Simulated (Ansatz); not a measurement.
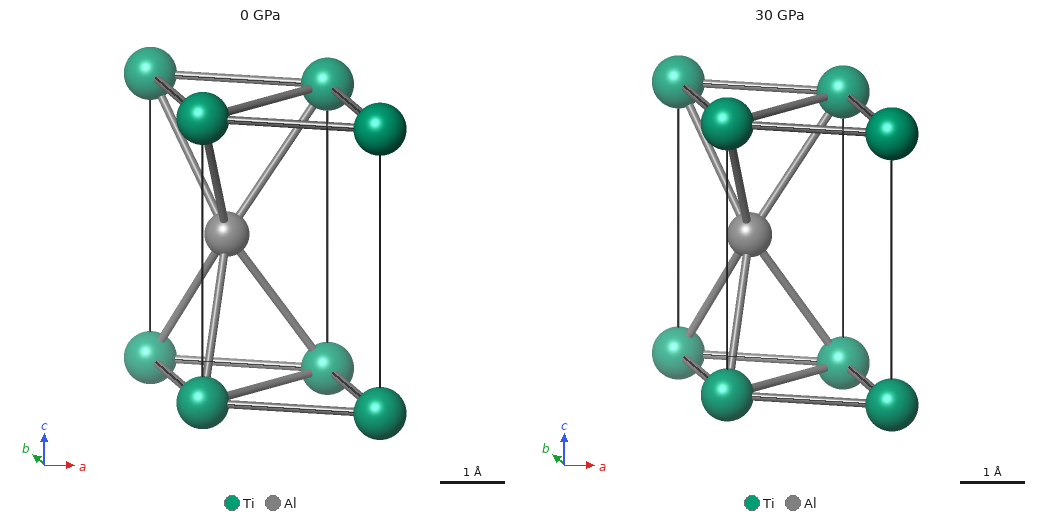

TiAl, space group P-6m2 (No. 187), relaxed (cell and atoms) under a series of hydrostatic pressures; the conventional cell is drawn at the lowest and the highest, to one scale (sticks follow a distance rule). The start was a structure listed in the Materials Project. It needn't be the stable form of this composition.

Alike in all runs: Ansatz 0.2.0; functional PBEsol; potentials Ansatz PAW; cutoff 420 eV; k mesh 11 × 11 × 6 on the run's cell of 2 atoms; occupations fermi-dirac, width 0.05 eV; no spin polarisation; no spin-orbit coupling.

| pressure (GPa) | volume (Å³/atom) | a (Å) | c (Å) |
| --- | --- | --- | --- |
| 0.0 | 16.233 | 2.851 | 4.613 |
| 2.0 | ? | ? | ? |
| 5.0 | 15.561 | 2.805 | 4.568 |
| 10.0 | 15.000 | 2.766 | 4.529 |
| 20.0 | 14.098 | 2.702 | 4.458 |
| 30.0 | 13.383 | 2.651 | 4.399 |

Question: Fit a third-order Birch-Murnaghan equation to the rows given and use it to fill in the volume that is left out.

Answer: The fit gives V0 = 16.23 Å³/atom, B0 = 110 GPa and B0′ = 3.6, which puts the volume at 2.0 GPa at 15.95 Å³/atom. The run gave volume 15.951 Å³/atom; a 2.832 Å; c 4.594 Å.

Question: Which axis yields most up to 30 GPa?

Answer: The a axis: a −7.0 %, c −4.6 %, against −17.6 % in volume.

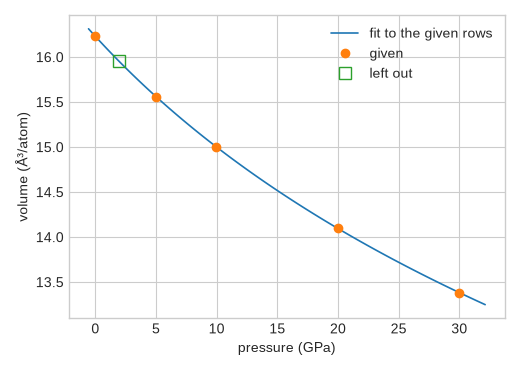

Volume against pressure, with the fit. The structure was kept in its own symmetry, so a change to another phase within this range wouldn't be seen.

Caveat: the plane-wave basis is chosen anew once the cell has moved, so the energies of steps on either side of that aren't comparable.
